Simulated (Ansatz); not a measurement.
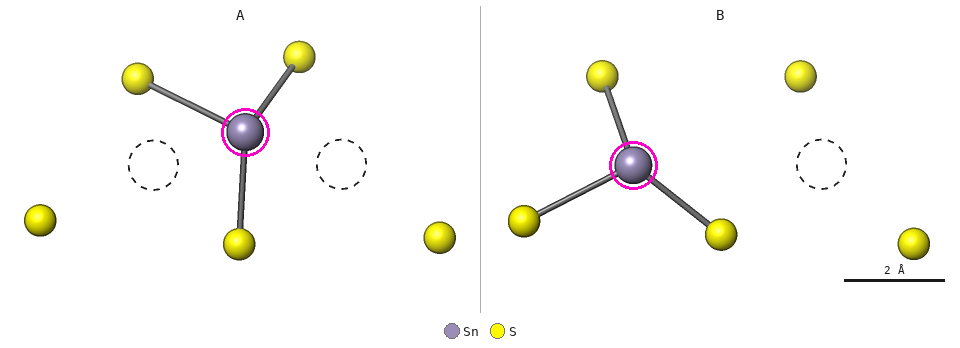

A vacancy jump of tin in SnS$_{2}$ (I-42d phase), in a cell of charge −4 (on a uniform background) with 23 atoms, whose images lie 8.7 Å apart. One frame is the relaxed vacancy; in the other the neighbouring Sn atom (ringed) was set half-way along its jump of 3.93 Å and all atoms were relaxed in the symmetry of that start. Dashed circles mark empty sites. A ball-and-stick model of the slice 3.8 Å thick through the jump, out to 4.8 Å from its middle, seen across the jump.

The calculation used DFT PBE, scalar-relativistic, plane waves, PAW (Ansatz 0.2.0). Set-up: plane-wave cutoff 420 eV; k-point mesh 4 × 4 × 2; occupations gaussian; smearing width 0.05 eV; no spin polarisation; atoms relaxed in a fixed cell; force threshold 0.02 eV/Å.

Question: Which frame is the half-way one, and how far apart are the two in energy?

Answer: Frame A is the half-way start after relaxation. It lies 0.54 eV above the relaxed vacancy. The atom stays half-way, bowed 0.55 Å off the straight line. The symmetry of the start was kept and can hold it there, so for a path with one hump at the middle this is the barrier or an upper bound to it. There it has 3 S as nearest neighbours, the closest at 2.28 Å. The gap on the mesh is 1.06 eV with the relaxed vacancy and 0.59 eV half-way.

Limits of the set-up: the cell is charged, on a uniform background, and energies carry no finite-size correction.
